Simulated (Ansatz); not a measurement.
# Geometry relaxation of NiGe

- system: NiGe (2 atoms in the cell)
- method: DFT PBEsol, scalar-relativistic, plane waves, PAW, no spin polarisation (Ansatz 0.2.0)

The structure was built on a prototype by a generator; it need not be a known phase. Figures and captions count atoms from 1; the log counts them from 0 in places.

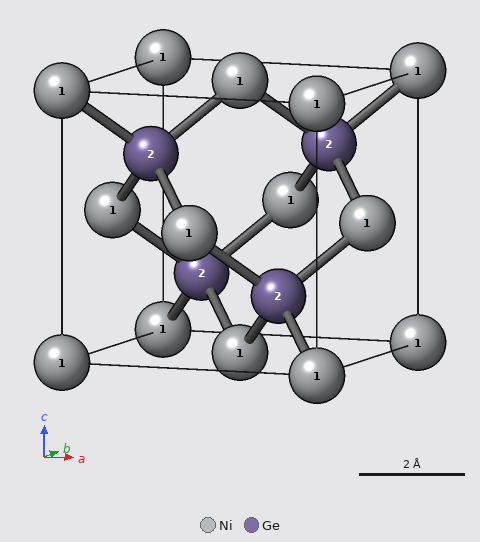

**Figure 1.** The input geometry (ball-and-stick view of the cell 4 times as large as that of the calculation, set on its symmetry axes, seen slightly off an axis; atoms are numbered from 1 in the order of the input). An atom can appear more than once, as a periodic image. Near neighbours in the periodic cell (some may lie outside the picture): Ni has 4 Ge at 2.27 Å; Ge has 4 Ni at 2.27 Å.

Key numbers:

```json
{"quantity": "outcome", "value": "converged"}
{"quantity": "space group (tolerance 0.01 Å)", "value": "F-43m (216)"}
{"quantity": "electrons treated", "value": "32"}
{"quantity": "free energy", "value": "−10057.8455 eV"}
{"quantity": "Fermi energy", "value": "9.999 eV"}
{"quantity": "gap on the k-point mesh", "value": "none (metallic)"}
{"quantity": "pressure", "value": "0.00 GPa"}
{"quantity": "final volume", "value": "36.01 Å³"}
{"quantity": "largest force (length of the vector) at the end", "value": "under 0.001 eV/Å"}
{"quantity": "final cell", "value": "a = 3.707 Å, b = 3.707 Å, c = 3.707 Å, α = 60.00°, β = 60.00°, γ = 60.00°"}
{"quantity": "hardware", "value": "1 thread of Intel Xeon (Granite Rapids), 16 GiB of memory available, shared host"}
{"quantity": "wall time", "value": "25 s"}
{"quantity": "peak memory", "value": "0.45 GiB"}
```

Remarks:

The run has no spin polarisation, so a magnetic state may lie lower.

Input file:
```yaml
crystal:
  lattice:
    - [0.0, 2.6226330453, 2.6226330453]
    - [2.6226330453, 0.0, 2.6226330453]
    - [2.6226330453, 2.6226330453, 0.0]
  atoms:
    - { symbol: Ni, position: [0.0, 0.0, 0.0] }
    - { symbol: Ge, position: [0.25, 0.25, 0.25] }
basis:
  ecutwfc: 420
kpoints:
  mp_grid: { grid: [14, 14, 14] }
hamiltonian:
  xc: pbesol
scf:
  occupations: { method: gaussian, width: 0.1 }
output:
  forces: true
  stress: true
  eigenvalues: true
relax:
  adjacent_minimum: "off"
  f_tol: 0.01
  max_steps: 80
  cell: { stress_tol: 0.05 }
```

Launch command:
```bash
ansatz run input.yaml --threads 1 --pin off --max-ram 2560MiB --backend cpu --events-out ev --progress --plain --runs-dir out
```

What the program printed:
```
Engine: ansatz 0.2.0, x86_64-unknown-linux-gnu
Pseudopotentials: kind: paw
Pseudopotential: Ni, paw, valence charge 18, recommended cutoff 420 eV (normal), Ni.paw.azcp
Pseudopotential: Ge, paw, valence charge 14, recommended cutoff 420 eV (normal), Ge.paw.azcp
Functional definition: PBEsol
  exchange = pbesol_x
  correlation = pbesol_c
Crystal: 2 atoms, lattice volume = 36.078 Å³
Basis set: ecut = 420 eV, 725 PW (Γ), exchange–correlation on 50×50×50 points (8 copies of the dense FFT grid, shifted against one another)
Bands: 20, of which v1, the nominal top of the filled ones, is band 16 counted from 1 (15 counted from 0)
Symmetry: 24 space group operations
Space group: F-43m (ITA 216), of the structure as read, at distance tolerance 3.3e-5 Å
k-points: 104 of 2744 (time reversal used)
Non-local potential: Ni, projectors of the file, l = 0: 3, l = 1: 2, l = 2: 3, l = 3: 1
Non-local potential: Ge, projectors of the file, l = 0: 2, l = 1: 2, l = 2: 3, l = 3: 1
PAW form: soft (Blöchl's): semilocal exchange-correlation on the pseudo side does not see the compensation charge
PAW frozen core: Ni, regenerated for the run's functional, and the local potential with it (the file was generated under x = pbe(κ = 0.804, μ = 0.2195149727645171), c = pbe(β = 0.06672455060314922))
PAW frozen core: Ge, regenerated for the run's functional, and the local potential with it (the file was generated under x = pbe(κ = 0.804, μ = 0.2195149727645171), c = pbe(β = 0.06672455060314922))
PAW one-centre angular grid: Ni, 590 points (default); XC on 64 Gauss nodes
PAW one-centre angular grid: Ge, 590 points (default); XC on 64 Gauss nodes
Initial density: superposition of atomic densities (neutral atoms: chi_scale 0, normalization atom), corrected by the library's trained network
Initial wavefunctions: pseudopotential atomic-orbital guess
Functional: x = pbesol(κ = 0.804, μ = 0.12345679012345678), c = pbesol(β = 0.046)
SCF iter   1: F=—  HF=-10057.859092 eV  |F-HF|=—  |Δ(HF+E_count)|=         —  Δρ=2.33e-2  dr2=1.28e-1  ethr=1.77e-3  ⟨swp⟩=5.6  Hψ=8356  notcnv=0
preconditioner: auto → LDOS  [metal: Δε(μ)=0.060 eV  Ē_g=16.654 eV  σ=0.100 eV  W_gap=0.32  n_scr=14 (ndim 8)  ℏωp=30.3 eV  f_vac=0.025  D(μ)=1.05/eV (n_scr^D=8)  β→1.0]
SCF iter   2: F=—  HF=-10057.895211 eV  |F-HF|=—  |Δ(HF+E_count)|=   3.61e-2  Δρ=4.26e-2  dr2=3.96e-1  ethr=3.99e-4  ⟨swp⟩=2.0  Hψ=4863  notcnv=0  defer=25  recentre
SCF iter   3: F=—  HF=-10057.845679 eV  |F-HF|=—  |Δ(HF+E_count)|=   4.95e-2  Δρ=3.28e-3  dr2=2.72e-3  ethr=3.99e-4  ⟨swp⟩=2.1  Hψ=3127  notcnv=0  defer=25
SCF iter   4: F=—  HF=-10057.845497 eV  |F-HF|=—  |Δ(HF+E_count)|=   1.82e-4  Δρ=4.78e-4  dr2=5.18e-5  ethr=8.50e-6  ⟨swp⟩=1.1  Hψ=2815  notcnv=0  defer=24
SCF iter   5: F=—  HF=-10057.845501 eV  |F-HF|=—  |Δ(HF+E_count)|=   3.76e-6  Δρ=2.01e-4  dr2=8.79e-6  ethr=1.62e-7  ⟨swp⟩=2.0  Hψ=3249  notcnv=0  defer=24
SCF iter   6: F=—  HF=-10057.845500 eV  |F-HF|=—  |Δ(HF+E_count)|=   5.89e-7  Δρ=1.86e-5  dr2=1.17e-7  ethr=2.75e-8  ⟨swp⟩=2.2  Hψ=2852  notcnv=0  defer=24
SCF iter   7: F=-10057.845500 eV  HF=-10057.845500 eV  |F-HF|=7.04e-10  |Δ(HF+E_count)|=   2.80e-9  Δρ=4.27e-6  dr2=2.45e-9  ethr=3.13e-10  ⟨swp⟩=4.8  Hψ=7607  notcnv=0
SCF 1 converged in 7 iterations: F = -10057.845500 eV  dr2 = 2.45e-9
  greatest PAW one-centre occupation: 1.001 electrons in one spin orbital (limit 2), on the Ni atom at site 0 (counted from 0), in its partial waves of l = 1
relax step   1: F+E_penalty+E_count = -10057.84550032 eV  Δ(F+E_penalty+E_count) = +0.000e0 eV  max|allowed force component| = 6.274e-17 eV/Å  Δτ_max = 0.0000 Å  P = -0.174 GPa  Ω = 36.078 Å³  (7 SCF iters, dr2 threshold 1.00e-7 eV, accepted)
Crystal: 2 atoms, lattice volume = 36.040 Å³
Initial density: handed on by an earlier stage of this run
Initial wavefunctions: those handed on with the density
iter 1 solved again at ethr=1.38e-8 eV; its pass at ethr=3.10e-3 eV (dr2=4.42e-6 eV) is discarded
SCF iter   1: F=—  HF=-10057.845538 eV  |F-HF|=—  |Δ(HF+E_count)|=         —  Δρ=9.47e-5  dr2=3.96e-6  ethr=1.38e-8  ⟨swp⟩=2.0  Hψ=10547  notcnv=0
preconditioner: auto → LDOS  [metal: Δε(μ)=0.067 eV  Ē_g=16.720 eV  σ=0.100 eV  W_gap=0.35  n_scr=14 (ndim 8)  ℏωp=30.3 eV  f_vac=0.018  D(μ)=1.01/eV (n_scr^D=8)  β→1.0]
SCF iter   2: F=—  HF=-10057.845538 eV  |F-HF|=—  |Δ(HF+E_count)|=   6.37e-7  Δρ=1.43e-4  dr2=4.66e-6  ethr=1.24e-8  ⟨swp⟩=2.0  Hψ=2619  notcnv=0
SCF iter   3: F=—  HF=-10057.845538 eV  |F-HF|=—  |Δ(HF+E_count)|=   2.37e-7  Δρ=9.19e-5  dr2=1.83e-6  ethr=1.24e-8  ⟨swp⟩=2.0  Hψ=2626  notcnv=0
SCF iter   4: F=—  HF=-10057.845538 eV  |F-HF|=—  |Δ(HF+E_count)|=   2.29e-7  Δρ=2.00e-5  dr2=8.39e-8  ethr=5.71e-9  ⟨swp⟩=1.2  Hψ=2108  notcnv=0
SCF iter   5: F=-10057.845538 eV  HF=-10057.845538 eV  |F-HF|=4.02e-9  |Δ(HF+E_count)|=   8.13e-9  Δρ=3.93e-6  dr2=3.14e-9  ethr=2.36e-10  ⟨swp⟩=4.0  Hψ=6398  notcnv=0
SCF 2 converged in 5 iterations: F = -10057.845538 eV  dr2 = 3.14e-9
relax step   2: F+E_penalty+E_count = -10057.84553786 eV  Δ(F+E_penalty+E_count) = -3.754e-5 eV  max|allowed force component| = 1.265e-16 eV/Å  Δτ_max = 0.0000 Å  P = -0.071 GPa  Ω = 36.040 Å³  energy of the carried Pulay correction = +8.331e-6 eV  (5 SCF iters, dr2 threshold 7.54e-8 eV, accepted)
Crystal: 2 atoms, lattice volume = 36.013 Å³
iter 1 solved again at ethr=7.11e-9 eV; its pass at ethr=3.10e-3 eV (dr2=2.28e-6 eV) is discarded
SCF iter   1: F=—  HF=-10057.845549 eV  |F-HF|=—  |Δ(HF+E_count)|=         —  Δρ=6.93e-5  dr2=2.03e-6  ethr=7.11e-9  ⟨swp⟩=2.0  Hψ=10547  notcnv=0
preconditioner: auto → LDOS  [metal: Δε(μ)=0.066 eV  Ē_g=16.723 eV  σ=0.100 eV  W_gap=0.35  n_scr=14 (ndim 8)  ℏωp=30.3 eV  f_vac=0.018  D(μ)=1.01/eV (n_scr^D=8)  β→1.0]
SCF iter   2: F=—  HF=-10057.845550 eV  |F-HF|=—  |Δ(HF+E_count)|=   7.43e-7  Δρ=1.09e-4  dr2=2.72e-6  ethr=6.35e-9  ⟨swp⟩=2.0  Hψ=2628  notcnv=0
SCF iter   3: F=—  HF=-10057.845550 eV  |F-HF|=—  |Δ(HF+E_count)|=   1.71e-7  Δρ=6.29e-5  dr2=8.54e-7  ethr=6.35e-9  ⟨swp⟩=2.0  Hψ=2630  notcnv=0
SCF iter   4: F=—  HF=-10057.845550 eV  |F-HF|=—  |Δ(HF+E_count)|=   1.09e-7  Δρ=1.08e-5  dr2=2.39e-8  ethr=2.67e-9  ⟨swp⟩=1.7  Hψ=2253  notcnv=0
SCF iter   5: F=-10057.845550 eV  HF=-10057.845550 eV  |F-HF|=1.30e-9  |Δ(HF+E_count)|=   2.49e-9  Δρ=2.15e-6  dr2=9.45e-10  ethr=3.95e-11  ⟨swp⟩=4.0  Hψ=7248  notcnv=0
SCF 3 converged in 5 iterations: F = -10057.845550 eV  dr2 = 9.45e-10
relax step   3: F+E_penalty+E_count = -10057.84554952 eV  Δ(F+E_penalty+E_count) = -1.166e-5 eV  max|allowed force component| = 1.029e-16 eV/Å  Δτ_max = 0.0000 Å  P = +0.000 GPa  Ω = 36.013 Å³  energy of the carried Pulay correction = +1.410e-5 eV  (5 SCF iters, dr2 threshold 1.26e-8 eV, accepted)
Initial wavefunctions: pseudopotential atomic-orbital guess (no wavefunctions were taken with the density)
iter 1 solved again at ethr=1.60e-7 eV; its pass at ethr=3.10e-3 eV (dr2=5.13e-5 eV) is discarded
SCF iter   1: F=—  HF=-10057.845542 eV  |F-HF|=—  |Δ(HF+E_count)|=         —  Δρ=3.99e-6  dr2=2.20e-9  ethr=1.60e-7  ⟨swp⟩=3.0  Hψ=13771  notcnv=0
eigensolver tolerance schedule: the retry pair's looser diagonalisation over-reported the residual by 23269.11 of it (diagonalisation noise at an unbounded share of the residual, at the tolerance the schedule requests for it); recorded, not acted on — ethr = c·dr2/N_el stays at c = 1.0e-1
preconditioner: auto → LDOS  [metal: Δε(μ)=0.066 eV  Ē_g=16.723 eV  σ=0.100 eV  W_gap=0.35  n_scr=14 (ndim 8)  ℏωp=30.3 eV  f_vac=0.016  D(μ)=1.01/eV (n_scr^D=8)  β→1.0]
SCF iter   2: F=—  HF=-10057.845539 eV  |F-HF|=—  |Δ(HF+E_count)|=   3.54e-6  Δρ=8.42e-6  dr2=1.48e-8  ethr=6.89e-12  ⟨swp⟩=3.2  Hψ=5080  notcnv=0
SCF iter   3: F=—  HF=-10057.845539 eV  |F-HF|=—  |Δ(HF+E_count)|=   3.00e-9  Δρ=1.98e-6  dr2=9.19e-10  ethr=6.89e-12  ⟨swp⟩=2.0  Hψ=3736  notcnv=0
SCF iter   4: F=-10057.845539 eV  HF=-10057.845539 eV  |F-HF|=1.46e-11  |Δ(HF+E_count)|=  1.09e-10  Δρ=2.65e-7  dr2=1.40e-11  ethr=1.00e-12  ⟨swp⟩=4.1  Hψ=10724  notcnv=0
SCF 4 converged in 4 iterations: F = -10057.845539 eV  dr2 = 1.40e-11
relax step   4: F+E_penalty+E_count = -10057.84553860 eV  Δ(F+E_penalty+E_count) = +1.092e-5 eV  max|allowed force component| = 9.339e-17 eV/Å  Δτ_max = 0.0000 Å  P = +0.000 GPa  Ω = 36.013 Å³  stress off target by 2.48e-4 GPa  SCF on the basis re-selected at this cell (its energy is not comparable with the rows above)  (4 SCF iters)
```

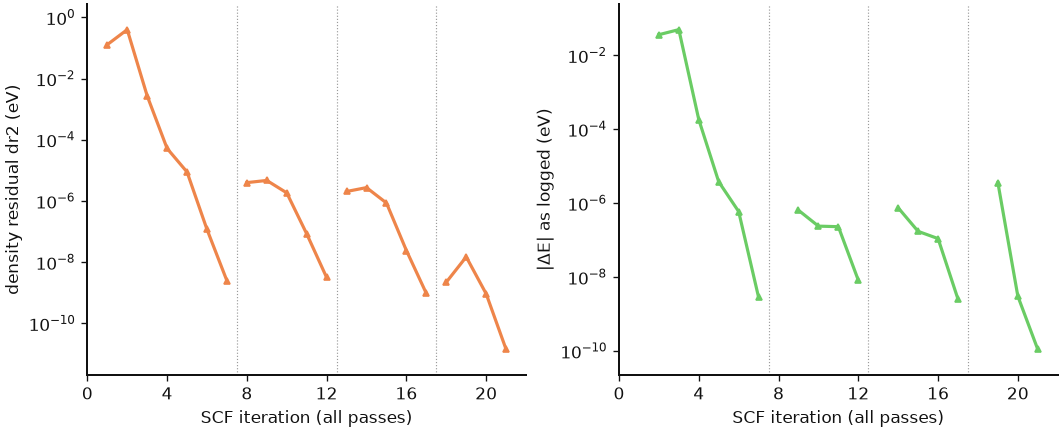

**Figure 2.** Convergence of the self-consistent field: density residual dr2 and size of the energy change against the SCF iteration. The dotted lines part the SCF passes of the relaxation: geometry steps, rejected trials and re-solves on a re-selected basis. The passes take 7, 5, 5 and 4 iterations.

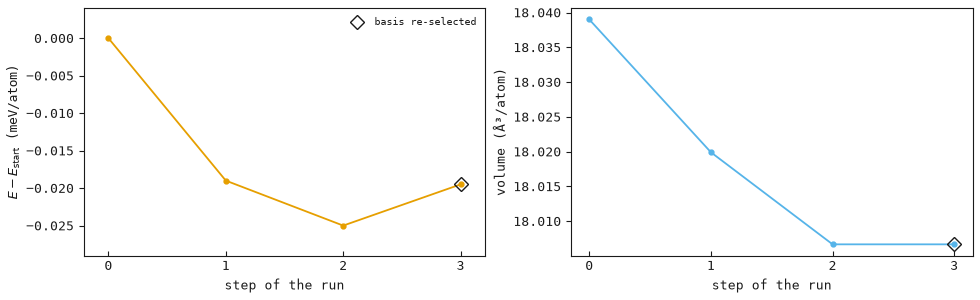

**Figure 3.** Progress of the relaxation, step by step (the first geometry is step 0 here and step 1 in the log). The energy falls by next to nothing (0.0 meV per atom) in 2 geometry steps. All forces vanish by symmetry, so only the cell relaxes. Pressure: −0.17 GPa at the start and 0.00 GPa at the end. No atom moves by more than 0.005 Å relative to the cell. A last SCF at the same geometry on a re-selected plane-wave basis shifts the energy by +0.0 meV per atom.

```
basis re-selected at this cell: Δ(F+E_penalty+E_count) = +1.092e-5 eV, ΔP = +0.000 GPa vs the last step (what re-selecting the basis moved, of the pressure what is left beyond the Pulay correction that the steps carried, after the strain that the cell walked since its last selection, with what the two solves' SCF thresholds leave and, on support functions, any second-order correction that the steps lacked; it is no measure of the basis error at this ecutwfc). This SCF's stress stands 2.48e-4 GPa from its target on what of the cell is left free (relax.cell.stress_tol is 5.00e-2 GPa) and its largest allowed force component is 9.34e-17 eV/Å (relax.f_tol is 1.00e-2 eV/Å): within both
SCF converged after 4 iterations
Free energy (F): -10057.845539 eV
Harris-Foulkes:  -10057.845539 eV  (|F-HF|=1.46e-11)
Internal energy: -10057.840483 eV  (E = F + TS)
E sigma→0 (E₀):  -10057.843011 eV
Entropy (-TS):   -0.005056 eV (-2.528 meV/atom)
Fermi energy:    9.999482 eV
--- Per-component energies (eV) ---
  E_band       = -552.158699
  E_kinetic    = 396.349207
  E_local      = -6906.415817  (includes V_loc(G=0)·N_el)
  E_nonlocal   = 1059.533123
  E_hartree    = 2956.540168
  E_xc         = -158.667145
  E_vxc        = -172.966300  (∫ρ·V_xc dr)
  E_paw        = -3576.690150  (= ΣΔE_a)
  E_vpaw       = -841.739604  (= ΣTr[D̂ρ^β])
  E_aug_tail   = 0.000721  (compensation charges beyond the density's cutoff)
  E_ewald      = -3829.605815
  E_core_change = 1.115225  (= ΣΔE_core)
  E_smearing   = -0.005056  (= −TS)
  E_closure    = 0.000000  (closes the sum)
  Σ components = -10057.845539   (vs F -10057.845539, Δ=0.00e0)
--- Forces (eV/Å), atoms counted from 1 ---
  atom   1  Ni    -0.00000000     0.00000000    -0.00000000
  atom   2  Ge    -0.00000000    -0.00000000    -0.00000000
  max |Σ_I F_I| component: 1.93e-16 eV/Å
--- Stress (GPa, compression-positive) ---
        0.000248       0.000000       0.000000
        0.000000       0.000248       0.000000
        0.000000      -0.000000       0.000248
  P = ⅓ Tr σ = 0.0002 GPa (0.002 kbar)
--- Band table (eV; the first three rows and the last of 104) ---
  k-point 0: bands = ["-92.8801", "-53.4451", "-53.4451", "-53.4451", "-14.1831", "-14.1831", "-14.1831", "-14.1526", "-14.1526", "-0.7566", "7.1660", "7.1660", "7.1660", "8.2322", "8.2322", "15.2968", "15.2968", "15.2968", "17.1001", "17.9742"]
  k-point 1: bands = ["-92.8801", "-53.4451", "-53.4451", "-53.4451", "-14.1831", "-14.1828", "-14.1828", "-14.1525", "-14.1525", "-0.6853", "7.1246", "7.1807", "7.1807", "8.2268", "8.2268", "14.4002", "15.1107", "15.1107", "17.3247", "18.2006"]
  k-point 2: bands = ["-92.8801", "-53.4453", "-53.4451", "-53.4451", "-14.1832", "-14.1820", "-14.1820", "-14.1522", "-14.1522", "-0.4749", "7.0021", "7.2198", "7.2198", "8.2155", "8.2155", "12.9112", "14.6964", "14.6964", "17.2660", "18.6742"]
  k-point 103: bands = ["-92.8799", "-53.4462", "-53.4459", "-53.4456", "-14.1841", "-14.1792", "-14.1707", "-14.1547", "-14.1466", "2.2325", "6.3575", "7.0102", "7.8166", "8.2213", "8.5723", "8.6459", "9.1634", "10.2047", "18.0862", "19.0762"]
--- Relaxed structure (3 steps of the walk, 3 accepted, 1 SCFs on fresh bases) ---
  F+E_penalty+E_count = -10057.84553860 eV   max|allowed force component| = 9.339e-17 eV/Å   (the final SCF, on the basis selected at the relaxed cell)
  cell:  # Å, volume = 36.0134 Å³
    - [-1.380487552568642e-32, 2.6210653999416373, 2.6210653999416373]
    - [2.6210653999416373, -2.7733950744674667e-33, 2.6210653999416373]
    - [2.6210653999416373, 2.6210653999416373, -3.6941447238493026e-33]
  atoms:
    - { symbol: Ni, position: [-6.557872431514219e-34, 6.2014546286313315e-34, 2.6107424776562435e-34] }
    - { symbol: Ge, position: [0.25, 0.25, 0.25] }
```

Trajectory as extended XYZ (Å, eV, eV/Å), 4 frames, from step=1 to step=4:
```
2
Lattice="0.0000 2.6226 2.6226 2.6226 0.0000 2.6226 2.6226 2.6226 0.0000" Properties=species:S:1:pos:R:3:forces:R:3 step=1 energy=-10057.84550 pressure_GPa=-0.17
Ni    0.0000    0.0000    0.0000    0.0000   0.0000   0.0000
Ge    1.3113    1.3113    1.3113    0.0000   0.0000   0.0000
2
Lattice="0.0000 2.6217 2.6217 2.6217 0.0000 2.6217 2.6217 2.6217 0.0000" Properties=species:S:1:pos:R:3:forces:R:3 step=2 energy=-10057.84554 pressure_GPa=-0.07
Ni    0.0000    0.0000    0.0000    0.0000   0.0000   0.0000
Ge    1.3109    1.3109    1.3109    0.0000   0.0000   0.0000
2
Lattice="0.0000 2.6211 2.6211 2.6211 0.0000 2.6211 2.6211 2.6211 0.0000" Properties=species:S:1:pos:R:3:forces:R:3 step=3 energy=-10057.84555 pressure_GPa=0.00
Ni    0.0000    0.0000    0.0000    0.0000   0.0000   0.0000
Ge    1.3105    1.3105    1.3105    0.0000   0.0000   0.0000
2
Lattice="0.0000 2.6211 2.6211 2.6211 0.0000 2.6211 2.6211 2.6211 0.0000" Properties=species:S:1:pos:R:3:forces:R:3 step=4 energy=-10057.84554 pressure_GPa=0.00
Ni    0.0000    0.0000    0.0000    0.0000   0.0000   0.0000
Ge    1.3105    1.3105    1.3105    0.0000   0.0000   0.0000
```

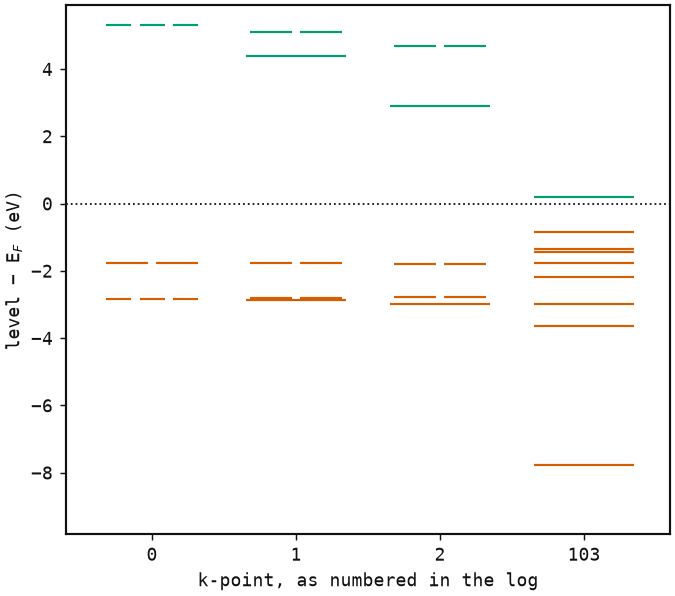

**Figure 4.** Kohn–Sham levels near the Fermi level (dotted) at the few k-points that the log prints; levels within 0.02 eV of each other stand side by side. The system is metallic on the full mesh.
